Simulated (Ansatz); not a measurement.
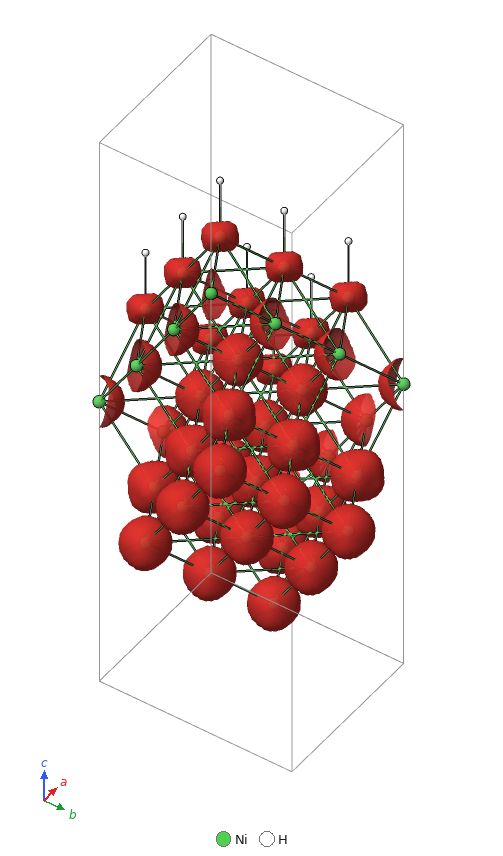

Figure 1: Ni4H (slab). Isosurfaces of the spin density (up minus down) at +0.15 (red) and −0.15 e/Å³ (blue), seen at an oblique angle. Sticks mark near contacts.

Spin-polarised.

Method: DFT PBEsol, scalar-relativistic, plane waves, PAW (Ansatz 0.2.0).

```
CELL_PARAMETERS angstrom
2.44882 0.00000 0.00000
-1.22441 2.12074 0.00000
0.00000 0.00000 24.99835
ATOMIC_POSITIONS crystal
Ni 0.66667 0.33333 0.34002
Ni 0.33333 0.66667 0.42001
Ni 0.00000 0.00000 0.49977
Ni 0.66667 0.33333 0.58089
H 0.66667 0.33333 0.63885
```

> Describe the spin distribution.

The spin density sits on Ni: +0.7 μB (×2) and +0.6 μB in one cell of 5 atoms, with smaller moments on other sites: Ni (up to +0.15 μB): parallel moments (a ferromagnetic arrangement) in this solution. The cell of the calculation (5 atoms) carries 2.1 μB of net spin moment. Only one sign reaches the isovalue.
